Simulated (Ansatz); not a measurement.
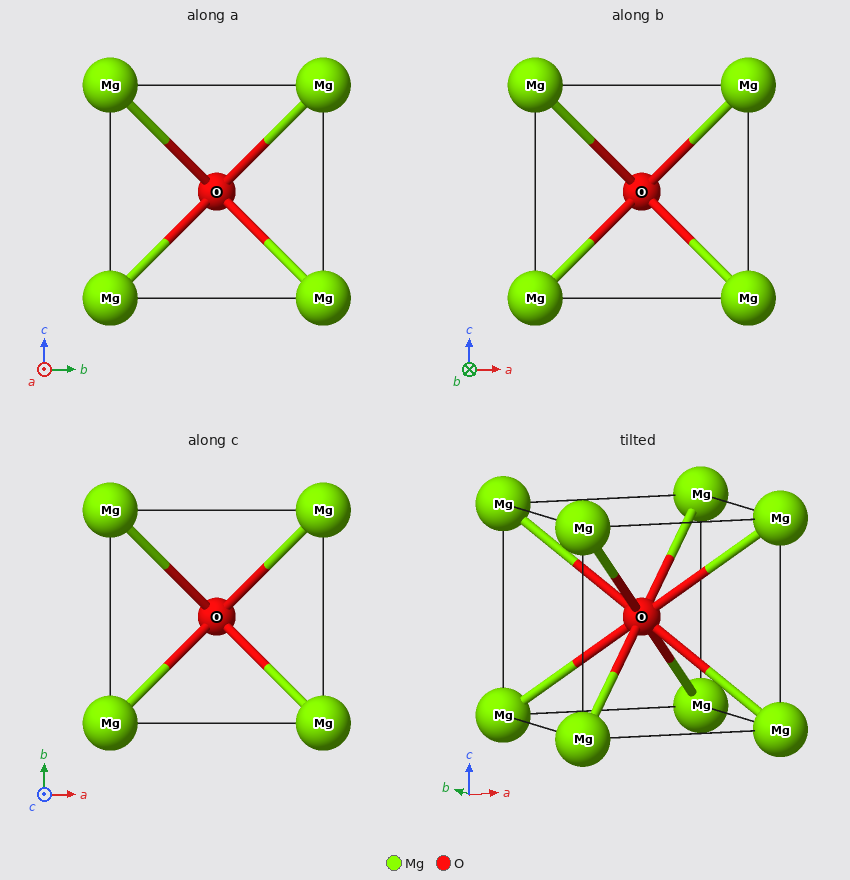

The image is a ball-and-stick drawing of a crystal, viewed along the a axis, along the b axis, along the c axis and slightly off an axis. The conventional unit cell is outlined; an atom on or near a face, edge or corner is repeated at each equivalent position.

Lattice parameters: a = 2.5328 Å, b = 2.5328 Å, c = 2.5328 Å, α = 90.000°, β = 90.000°, γ = 90.000°.

Transcribe the picture into a CIF in P1 with every atom of the cell.

Answer.
```cif
data_structure
_symmetry_space_group_name_H-M 'P 1'
_symmetry_Int_Tables_number 1
_cell_length_a 2.5328
_cell_length_b 2.5328
_cell_length_c 2.5328
_cell_angle_alpha 90.000
_cell_angle_beta 90.000
_cell_angle_gamma 90.000
_cell_volume 16.25
loop_
_atom_site_label
_atom_site_type_symbol
_atom_site_fract_x
_atom_site_fract_y
_atom_site_fract_z
_atom_site_occupancy
Mg1 Mg 0.0000 0.0000 0.0000 1
O1 O 0.5000 0.5000 0.5000 1
```

The cell started as a structure type filled with these elements by a generator (whether the compound takes this form wasn't checked). Earlier steps of the study may have refined or changed the cell and positions. Ansatz was used for an electronic-structure calculation on it.
